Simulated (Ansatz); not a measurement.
# Single-point calculation of GeSb$_{2}$Te$_{4}$

System: GeSb$_{2}$Te$_{4}$ (7 atoms in the cell).
Method: DFT PBE, scalar-relativistic, plane waves, PAW, no spin polarisation (Ansatz 0.2.0).

The structure derives from a Materials Project entry.

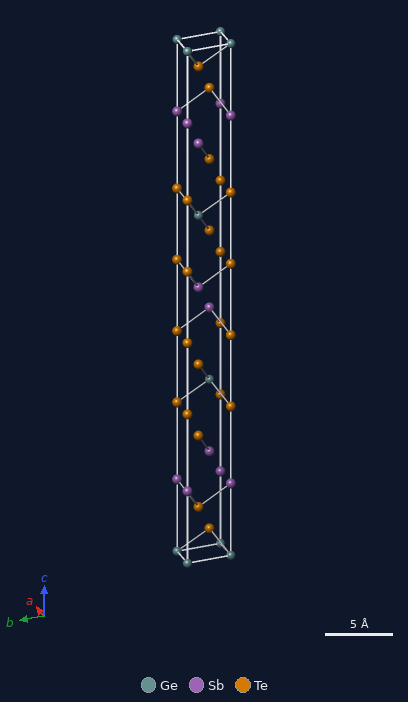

Fig. 1: The structure (ball-and-stick view of the cell 3 times as large as that of the calculation, set on its symmetry axes, seen at an oblique angle). An atom can appear more than once, as a periodic image.

Summary:

```csv
quantity,value
outcome,converged
space group (tolerance 0.01 Å),R-3m (166)
electrons treated,108
free energy,−45183.7227 eV
Fermi energy,9.423 eV
gap on the k-point mesh,none (metallic)
pressure,−0.04 GPa
largest force (length of the vector),0.099 eV/Å
hardware,"2 threads of AMD EPYC (Zen 3), 32 GiB of memory available, shared host"
wall time,20 s (CPU time 38 s)
peak memory,0.77 GiB
```

The input:
```yaml
crystal:
  lattice:
    - [2.1592890373, 1.246666107, 13.2280394098]
    - [-2.1592890373, 1.246666107, 13.2280394098]
    - [0.0, -2.4933322139, 13.2280394098]
  atoms:
    - { symbol: Ge, position: [0.0, 0.0, 0.0] }
    - { symbol: Sb, position: [0.140589, 0.140589, 0.140589] }
    - { symbol: Sb, position: [0.859411, 0.859411, 0.859411] }
    - { symbol: Te, position: [0.430317, 0.430317, 0.430317] }
    - { symbol: Te, position: [0.569683, 0.569683, 0.569683] }
    - { symbol: Te, position: [0.291028, 0.291028, 0.291028] }
    - { symbol: Te, position: [0.708972, 0.708972, 0.708972] }
basis:
  ecutwfc: 420
kpoints:
  mp_grid: { grid: [6, 6, 6] }
hamiltonian:
  xc: pbe
scf:
  occupations: { method: gaussian, width: 0.1 }
output:
  forces: true
  stress: true
  eigenvalues: true
```

Run as:
```bash
ansatz run input.yaml --threads 2 --pin off --max-ram 5120MiB --backend cpu --events-out ev --progress --plain --runs-dir out
```

What the program printed:
```
basis.fft_grid_basis auto: the FFT boxes are laid along the combinations [[1, 0, -1], [0, 1, -1], [0, 0, 1]] of the cell's own vectors, 4.319, 4.319 and 13.461 Å long. The dense box has 30×30×90 points. Along the cell's own vectors, as sized, it would have 90×90×90, 9.00 times as many. Of the 12 symmetry operations that the crystal satisfies within crystal.symmetry.tolerance (time reversal apart; of a slab, those that keep its plane) the dense box along the cell's own vectors carries 12, and the one as laid loses 8 of those. basis.fft_grid_basis: typed keeps the cell's own vectors: state it where this run's energies or levels are differenced outside the engine with another run's, or held beside a run that keeps those vectors.
Engine: ansatz 0.2.0, x86_64-unknown-linux-gnu
Pseudopotentials: kind: paw
Pseudopotential: Ge, paw, valence charge 14, recommended cutoff 420 eV (normal), Ge.paw.azcp
Pseudopotential: Sb, paw, valence charge 15, recommended cutoff 420 eV (normal), Sb.paw.azcp
Pseudopotential: Te, paw, valence charge 16, recommended cutoff 420 eV (normal), Te.paw.azcp
Functional definition: PBE
  parameter kappa = 0.804
  parameter beta = 0.06672455060314922
  exchange = pbe_x(kappa = kappa, mu = beta*pi^2/3)
  correlation = pbe_c(beta = beta)
Crystal: 7 atoms, lattice volume = 213.652 Å³
Basis set: ecut = 420 eV, 4191 PW (Γ), FFT grids on a1−a3, a2−a3, a3, exchange–correlation on 60×60×180 points (8 copies of the dense FFT grid, shifted against one another)
Bands: 65, of which v1, the nominal top of the filled ones, is band 54 counted from 1 (53 counted from 0)
Symmetry: 12 space group operations
Space group: R-3m (ITA 166), of the structure as read, at distance tolerance 6.0e-5 Å
k-points: 32 of 216
Non-local potential: Ge, projectors of the file, l = 0: 2, l = 1: 2, l = 2: 3, l = 3: 1
Non-local potential: Sb, projectors of the file, l = 0: 2, l = 1: 2, l = 2: 2, l = 3: 2
Non-local potential: Te, projectors of the file, l = 0: 2, l = 1: 2, l = 2: 2, l = 3: 2
PAW form: soft (Blöchl's): semilocal exchange-correlation on the pseudo side does not see the compensation charge
PAW one-centre angular grid: Ge, 590 points (default); XC on 64 Gauss nodes
PAW one-centre angular grid: Sb, 590 points (default); XC on 64 Gauss nodes
PAW one-centre angular grid: Te, 590 points (default); XC on 64 Gauss nodes
Initial density: superposition of atomic densities (neutral atoms: chi_scale 0, normalization atom), corrected by the library's trained network
Initial wavefunctions: pseudopotential atomic-orbital guess
Functional: x = pbe(κ = 0.804, μ = 0.2195149727645171), c = pbe(β = 0.06672455060314922)
SCF iter   1: F=—  HF=-45183.739619 eV  |F-HF|=—  |Δ(HF+E_count)|=         —  Δρ=2.74e-3  dr2=1.61e-1  ethr=1.77e-3  ⟨swp⟩=8.3  Hψ=8294  notcnv=0  defer=2
preconditioner: auto → Kerker (q_TF=auto, 2.435 Å⁻¹)  [metal: Δε(μ)=0.034 eV  Ē_g=8.194 eV  σ=0.100 eV  W_gap=0.19  n_scr=58 (ndim 8)  ℏωp=15.7 eV  f_vac=0.009  D(μ)=1.84/eV (n_scr^D=4)]
SCF iter   2: F=—  HF=-45183.726870 eV  |F-HF|=—  |Δ(HF+E_count)|=   1.27e-2  Δρ=1.43e-3  dr2=5.28e-2  ethr=1.49e-4  ⟨swp⟩=1.4  Hψ=2417  notcnv=0  defer=6
SCF iter   3: F=—  HF=-45183.723138 eV  |F-HF|=—  |Δ(HF+E_count)|=   3.73e-3  Δρ=4.77e-4  dr2=4.27e-3  ethr=4.89e-5  ⟨swp⟩=1.2  Hψ=1996  notcnv=0  defer=6
SCF iter   4: F=—  HF=-45183.722786 eV  |F-HF|=—  |Δ(HF+E_count)|=   3.53e-4  Δρ=2.64e-4  dr2=7.76e-4  ethr=3.95e-6  ⟨swp⟩=2.0  Hψ=2715  notcnv=0  defer=6
SCF iter   5: F=—  HF=-45183.722768 eV  |F-HF|=—  |Δ(HF+E_count)|=   1.77e-5  Δρ=1.39e-4  dr2=1.21e-4  ethr=7.18e-7  ⟨swp⟩=2.4  Hψ=2850  notcnv=0  defer=6
SCF iter   6: F=—  HF=-45183.722743 eV  |F-HF|=—  |Δ(HF+E_count)|=   2.51e-5  Δρ=6.91e-5  dr2=1.85e-5  ethr=1.12e-7  ⟨swp⟩=2.0  Hψ=2758  notcnv=0  defer=6
SCF iter   7: F=—  HF=-45183.722673 eV  |F-HF|=—  |Δ(HF+E_count)|=   6.96e-5  Δρ=2.03e-5  dr2=1.29e-6  ethr=1.71e-8  ⟨swp⟩=2.0  Hψ=2782  notcnv=0  defer=6
SCF iter   8: F=—  HF=-45183.722674 eV  |F-HF|=—  |Δ(HF+E_count)|=   1.07e-6  Δρ=6.33e-6  dr2=1.82e-7  ethr=1.19e-9  ⟨swp⟩=2.0  Hψ=3729  notcnv=0  defer=6
SCF iter   9: F=-45183.722674 eV  HF=-45183.722674 eV  |F-HF|=4.22e-10  |Δ(HF+E_count)|=   1.12e-7  Δρ=2.43e-6  dr2=2.71e-8  ethr=9.26e-11  ⟨swp⟩=11.3  Hψ=8718  notcnv=0
SCF 1 converged in 9 iterations: F = -45183.722674 eV  dr2 = 2.71e-8
  greatest PAW one-centre occupation: 0.998 electrons in one spin orbital (limit 2), on the Ge atom at site 0 (counted from 0), in its partial waves of l = 2
SCF converged after 9 iterations
Free energy (F): -45183.722674 eV
Harris-Foulkes:  -45183.722674 eV  (|F-HF|=4.22e-10)
Internal energy: -45183.711833 eV  (E = F + TS)
E sigma→0 (E₀):  -45183.717254 eV
Entropy (-TS):   -0.010841 eV (-1.549 meV/atom)
Fermi energy:    9.423456 eV
--- Per-component energies (eV) ---
  E_band       = -1511.547636
  E_kinetic    = 1241.275253
  E_local      = -10388.917717  (includes V_loc(G=0)·N_el)
  E_nonlocal   = -104.101667
  E_hartree    = 5610.221840
  E_xc         = -847.733888
  E_vxc        = -670.798117  (∫ρ·V_xc dr)
  E_paw        = -29813.104754  (= ΣΔE_a)
  E_vpaw       = -2809.446384  (= ΣTr[D̂ρ^β])
  E_aug_tail   = -0.000473  (compensation charges beyond the density's cutoff)
  E_ewald      = -10881.350427
  E_smearing   = -0.010841  (= −TS)
  E_closure    = -0.000000  (closes the sum)
  Σ components = -45183.722674   (vs F -45183.722674, Δ=0.00e0)
--- Forces (eV/Å), atoms counted from 1 ---
  atom   1  Ge    -0.00000000     0.00000000    -0.00000000
  atom   2  Sb    -0.00000000     0.00000000     0.01629093
  atom   3  Sb     0.00000000    -0.00000000    -0.01629093
  atom   4  Te     0.00000000    -0.00000000    -0.02854898
  atom   5  Te     0.00000000     0.00000000     0.02854898
  atom   6  Te     0.00000000     0.00000000     0.09902025
  atom   7  Te     0.00000000    -0.00000000    -0.09902025
  max |Σ_I F_I| component: 2.78e-17 eV/Å
--- Stress (GPa, compression-positive) ---
        0.014912       0.000000      -0.000000
        0.000000       0.014912      -0.000000
       -0.000000      -0.000000      -0.148511
  P = ⅓ Tr σ = -0.0396 GPa (-0.396 kbar)
--- Band table (eV; the first three rows and the last of 32) ---
  k-point 0: bands = ["-28.1927", "-28.1927", "-28.1894", "-28.1894", "-28.1894", "-28.1894", "-28.1875", "-28.1875", "-28.1875", "-28.1875", "-27.3013", "-27.3011", "-27.2947", "-27.2947", "-27.2938", "-27.2938", "-27.2761", "-27.2761", "-27.2760", "-27.2760", "-19.9911", "-19.9911", "-19.9635", "-19.9635", "-19.9627", "-19.9366", "-19.9366", "-19.9327", "-19.9128", "-19.9128", "-15.2481", "-15.2481", "-15.2449", "-15.2429", "-15.2429", "-3.8637", "-3.4857", "-2.5888", "-1.2905", "-0.2826", "2.3572", "2.9334", "6.9906", "7.1255", "7.1255", "7.1930", "7.1930", "7.2651", "8.1801", "8.1801", "8.3432", "8.3432", "8.5077", "9.2740", "9.4975", "9.4975", "10.0992", "10.5907", "10.5907", "10.8412", "11.7411", "11.9374", "11.9374", "13.9318", "14.1782"]
  k-point 1: bands = ["-28.1925", "-28.1925", "-28.1895", "-28.1895", "-28.1894", "-28.1894", "-28.1874", "-28.1874", "-28.1872", "-28.1872", "-27.3011", "-27.3009", "-27.2948", "-27.2948", "-27.2940", "-27.2938", "-27.2761", "-27.2760", "-27.2757", "-27.2757", "-19.9906", "-19.9876", "-19.9639", "-19.9610", "-19.9598", "-19.9378", "-19.9374", "-19.9339", "-19.9174", "-19.9127", "-15.2487", "-15.2479", "-15.2446", "-15.2430", "-15.2426", "-3.6286", "-3.2809", "-2.3679", "-1.2008", "-0.2104", "1.9940", "2.6348", "5.6158", "6.0984", "6.3613", "6.5702", "6.8021", "7.1050", "7.3384", "7.7865", "8.0549", "8.6107", "8.9798", "9.3213", "9.5382", "9.8991", "9.9975", "11.3798", "11.4428", "11.8363", "12.0083", "12.0141", "12.7809", "13.2037", "14.1877"]
  k-point 2: bands = ["-28.1922", "-28.1922", "-28.1896", "-28.1896", "-28.1893", "-28.1893", "-28.1873", "-28.1873", "-28.1866", "-28.1866", "-27.3008", "-27.3007", "-27.2951", "-27.2949", "-27.2944", "-27.2938", "-27.2761", "-27.2760", "-27.2750", "-27.2750", "-19.9895", "-19.9783", "-19.9647", "-19.9547", "-19.9523", "-19.9428", "-19.9413", "-19.9349", "-19.9281", "-19.9129", "-15.2500", "-15.2477", "-15.2442", "-15.2429", "-15.2419", "-2.9865", "-2.7381", "-1.8233", "-1.0965", "-0.2460", "1.0508", "1.9704", "4.3612", "4.7276", "5.6945", "5.9415", "6.1832", "6.2140", "7.0231", "7.4338", "7.5339", "8.1409", "8.1535", "8.3264", "10.0681", "10.4678", "10.9728", "11.5404", "11.5538", "12.1582", "12.3619", "13.0277", "13.0757", "13.5104", "14.4086"]
  k-point 31: bands = ["-28.1927", "-28.1927", "-28.1894", "-28.1894", "-28.1894", "-28.1894", "-28.1875", "-28.1875", "-28.1875", "-28.1875", "-27.3013", "-27.3011", "-27.2947", "-27.2947", "-27.2938", "-27.2938", "-27.2761", "-27.2761", "-27.2760", "-27.2760", "-19.9911", "-19.9911", "-19.9635", "-19.9635", "-19.9627", "-19.9366", "-19.9366", "-19.9327", "-19.9127", "-19.9127", "-15.2481", "-15.2481", "-15.2449", "-15.2429", "-15.2429", "-3.7833", "-3.6393", "-2.3033", "-1.7222", "0.1253", "1.8011", "3.3822", "6.5809", "7.1324", "7.1324", "7.1864", "7.1864", "7.7299", "8.0754", "8.0754", "8.3020", "8.5572", "8.5572", "9.2485", "9.2485", "9.6320", "9.6634", "10.9762", "10.9762", "11.2173", "11.4955", "11.6244", "11.6244", "13.8586", "14.5113"]
```

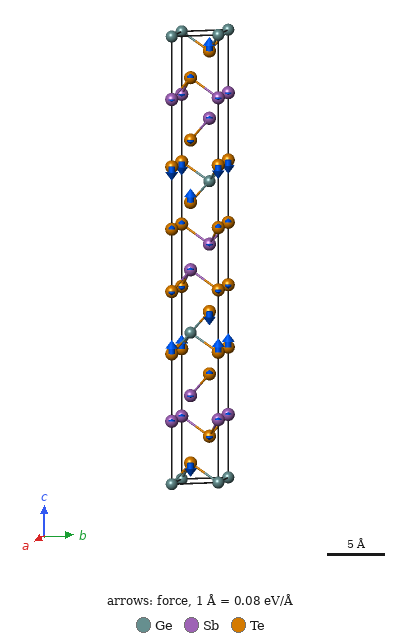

Fig. 2: Forces on the atoms as blue arrows (ball-and-stick view of the cell 3 times as large as that of the calculation, set on its symmetry axes, seen slightly off an axis). The largest act on Te6, Te7 (0.10 eV/Å). Atoms are counted from 1 in the order of the input and aren't labelled in the picture. The geometry is not a stationary point of this energy.

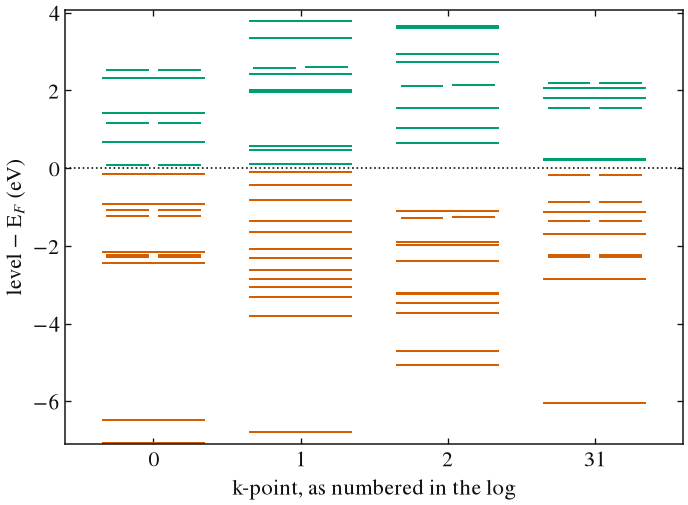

Fig. 3: Kohn–Sham levels near the Fermi level (dotted) at the few k-points that the log prints; levels within 0.02 eV of each other stand side by side. The system is metallic on the full mesh.
